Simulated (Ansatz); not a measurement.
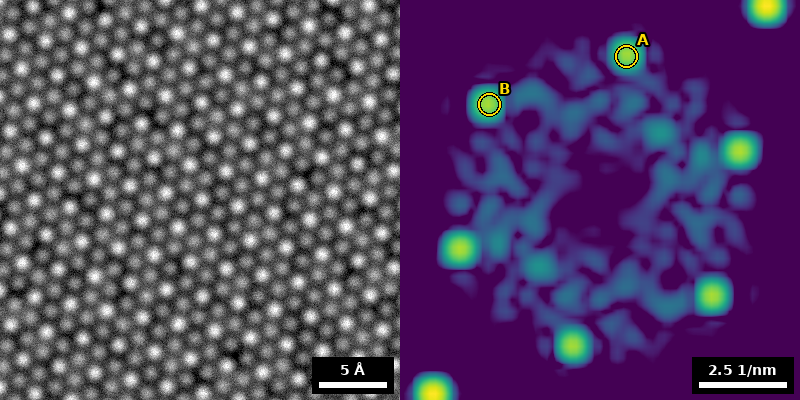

Dark-field STEM-like image of Ir (P6_3/mmc, No. 194) along [001]. Simulated incoherent Z contrast: every atom adds Z^1.8 spread by a probe of 0.84 Å full width; channelling and multiple scattering are left out. The display is stretched by a gamma of 0.65; percentages refer to the linear signal. Shot noise and the speckle of an amorphous layer were added. Structure: coordinates from a relaxation with Ansatz 0.2.0, DFT, revPBE, plane waves (420 eV) with PAW, scalar-relativistic; the starting structure was generated, so it need not be a known form of this composition.

The right panel is the modulus of the image's Fourier transform on a logarithmic scale.

a = 2.747 Å, b = 2.747 Å, c = 8.975 Å, α = 90.00°, β = 90.00°, γ = 120.00°

Index the marked spots and give their plane spacings (the zone axis points at the viewer; indices equivalent by symmetry, or all signs reversed, are as good).

Answer. A: (-1 1 0), d = 2.38 Å; B: (-1 0 0), d = 2.38 Å. A and B enclose 60°, and every spot obeys the zone law hu + kv + lw = 0 for [001].
